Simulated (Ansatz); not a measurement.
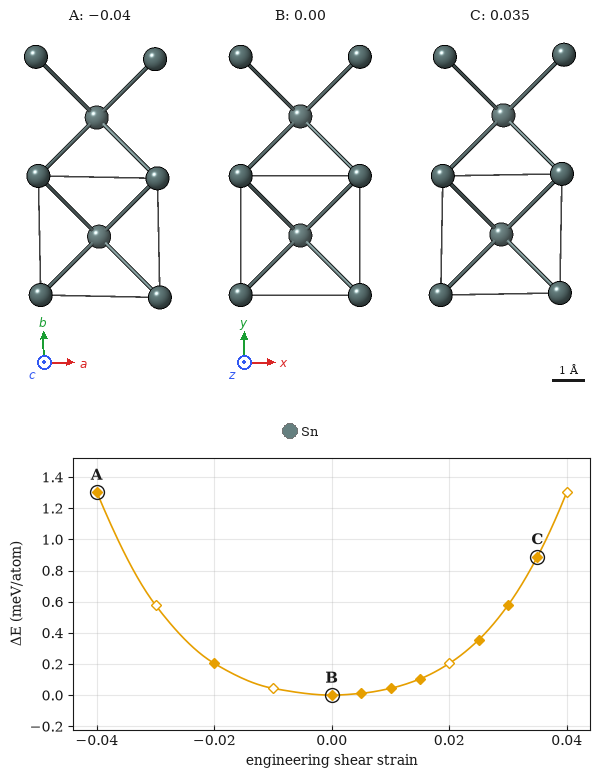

Energy scan for crystalline Sn (Im-3m), in which the cell is strained in shear in the xy plane, with the atoms kept at their fractional coordinates. x, y and z are the Cartesian axes of the input. The lettered frames are marked on the plot. Hollow markers are points alike by symmetry, not computed again. The picture is a ball-and-stick view of the conventional cell (2 times the calculation's cell), repeated 1 × 2 × 2 with one cell outlined, seen along the c axis. Lengths and directions refer to the drawn axes.

Computed with Ansatz, DFT PBEsol, scalar-relativistic, plane waves, PAW. Settings: plane-wave cutoff 420 eV; k-point mesh 18 × 18 × 18; occupations gaussian; smearing width 0.15 eV; no spin polarisation. Energies (free energies at the smearing named) are counted from the cell as listed in its source, which wasn't relaxed.

Question: What does the scan show?

Answer: Of the computed points the lowest is at the strain 0.00, 0.00 meV/atom. At the ends of the scan the energy is 1.30 meV/atom (−0.04) and 1.30 meV/atom (0.04). The unrelaxed reference is under a pressure of −1.9 GPa. The distortion takes the space group from Im-3m to Fmmm. At the strain −0.04 the cell of the drawing goes a 3.789 → 3.790 Å, b 3.789 → 3.790 Å, γ 90.0° → 92.3°.
